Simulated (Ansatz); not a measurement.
System: WSe2.

Input file:

```
crystal:
  lattice:
    - [3.2304557819, 0.0, 0.0]
    - [-1.6152278909, 2.7976567729, 0.0]
    - [0.0, 0.0, 12.4145017028]
  atoms:
    - { symbol: W, position: [0.3333333333, 0.6666666667, 0.25] }
    - { symbol: W, position: [0.6666666667, 0.3333333333, 0.75] }
    - { symbol: Se, position: [0.3492634842, 0.6746317421, 0.6113447097] }
    - { symbol: Se, position: [0.6666666667, 0.3333333333, 0.1145805872] }
    - { symbol: Se, position: [0.3333333333, 0.6666666667, 0.8854194128] }
    - { symbol: Se, position: [0.6666666667, 0.3333333333, 0.3854194128] }
basis:
  ecutwfc: 420
kpoints:
  mp_grid: { grid: [12, 12, 4] }
hamiltonian:
  xc: pbesol
  dispersion: d3bj
scf:
  occupations: { method: gaussian, width: 0.05 }
output:
  forces: true
  stress: true
  eigenvalues: true
  write_density: true
  write_potential: true
  elf: true
  volumetric_format: npy
```

Run with:

```sh
ansatz run input.yaml --threads 1 --pin off --max-ram 2560MiB --backend cpu --events-out ev --progress --plain --runs-dir out
```

Below, planes, directions and counts refer to the conventional cell (a = 5.60 Å, b = 3.23 Å, c = 12.41 Å, α = 90.00°, β = 90.00°, γ = 90.00°).

Space group Cm; changed on purpose from its base cell (atom 3 (Se) moved -0.060 A towards its neighbour atom 2 (W) at 2.511 A); not relaxed (largest force 0.7 eV/Å).

All numbers below come from DFT PBEsol+D3(BJ), scalar-relativistic, plane waves, PAW in Ansatz 0.2.0.

What can the converged valence pseudo-density and electron localisation function tell about the bonding?

W–Se (2.51 Å): ρ at the midpoint is about 0.57 e/Å³; the ELF is about 0.50 at the midpoint.
W–Se (2.57 Å): ρ at the midpoint is about 0.51 e/Å³; the ELF is about 0.50 at the midpoint.

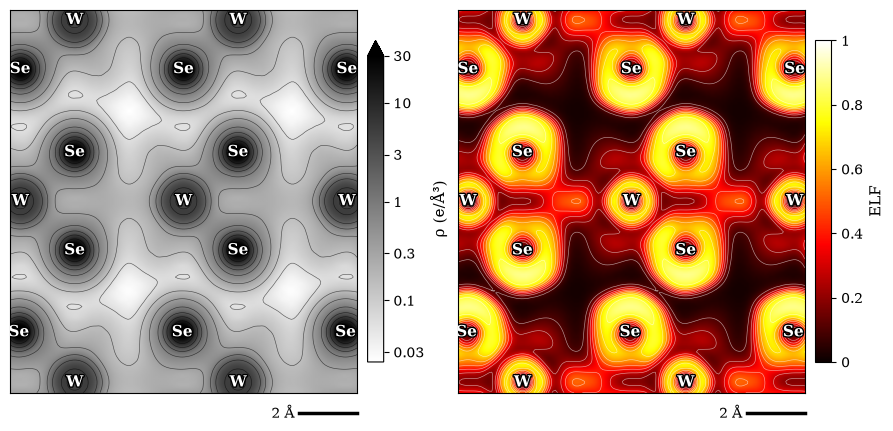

Computed valence pseudo-density and electron localisation function on the (010) plane of the conventional cell, in this order. 

In a PAW calculation such maps are meaningful between the atoms, not at the nuclei.
